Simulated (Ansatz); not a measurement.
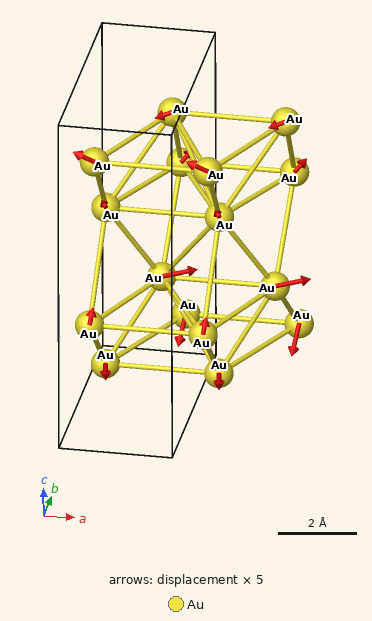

This is a relaxation of crystalline Au (a generated structure, set up in P1) (coarse preliminary run). The starting structure is drawn; red arrows show the displacements (the part carried along by the change of the cell is left out), 5 times their true length.

The picture is a ball-and-stick view of the cell of the calculation, repeated 2 × 1 × 1 with one cell outlined, seen from a free direction.

Method: DFT PBE, scalar-relativistic, plane waves, PAW (Ansatz).

Input
```yaml
crystal:
  lattice:
    - [1.4633771416, -2.5906244857, -0.0490187895]
    - [-4.3111992181, -2.544983001, 0.0198922373]
    - [0.1153303022, -0.1230622516, -9.886248277]
  atoms:
    - { symbol: Au, position: [0.7793006683, 0.5870390432, 0.8781643718] }
    - { symbol: Au, position: [0.6926701224, 0.5634216605, 0.3736202235] }
    - { symbol: Au, position: [0.286024135, 0.0868883983, 0.8680644217] }
    - { symbol: Au, position: [0.2466461672, 0.0710810492, 0.366297131] }
    - { symbol: Au, position: [0.7329738019, 0.9045362725, 0.6202294223] }
    - { symbol: Au, position: [0.7523382429, 0.952471379, 0.1356443426] }
    - { symbol: Au, position: [0.260607778, 0.4118023677, 0.6230216048] }
    - { symbol: Au, position: [0.2494390844, 0.4227598296, 0.1349584822] }
basis:
  ecutwfc: 420
kpoints:
  mp_grid: { grid: [8, 4, 2] }
hamiltonian:
  xc: pbe
scf:
  occupations: { method: gaussian, width: 0.2 }
  lower_state_search: "off"
output:
  forces: true
  stress: true
  eigenvalues: true
relax:
  adjacent_minimum: "off"
  f_tol: 0.025
  max_steps: 60
  cell: { stress_tol: 0.25 }
```

Command:
```bash
ansatz run input.yaml --threads 1 --pin off --max-ram 2560MiB --backend cpu --events-out ev --progress --plain --runs-dir out
```

Q: Describe the change and its energy.

A: The energy falls by 0.304 eV per cell of the calculation in 3 accepted moves (4 points after the start). The largest force component goes from 1 to 0.0058 eV/Å. The pressure goes from −0.94 to 0.04 GPa. At 1 point the geometry stayed and the basis and grid were re-selected for the new cell (energy shift of 1.0 meV per cell of the calculation at most each time). The largest moves relative to the cell, 0.19 Å, are those of Au2 and Au6. Au2 goes along [3 1 0]. The drawn cell changes as follows: a 2.976 → 3.012 Å (+1.2 %), b 5.006 → 4.952 Å (−1.1 %), c 9.888 → 9.659 Å (−2.3 %), α 90.4° → 90.1°, β 88.1° → 90.0°, γ 88.9° → 89.8°; the volume changes by −2.1 %. Among the contacts that change: Au4–Au6 2.745 → 2.952 Å, Au1–Au6 3.122 → 2.941 Å, Au3–Au5 3.136 → 2.958 Å, Au1–Au7 3.129 → 2.958 Å. The space group (tolerance 0.01 Å) goes from P1 (No. 1) to Cmcm (No. 63). Cost: 3.1 min on 1 thread of Arm Neoverse V2, with other jobs on the host, peak memory 0.6 GiB.
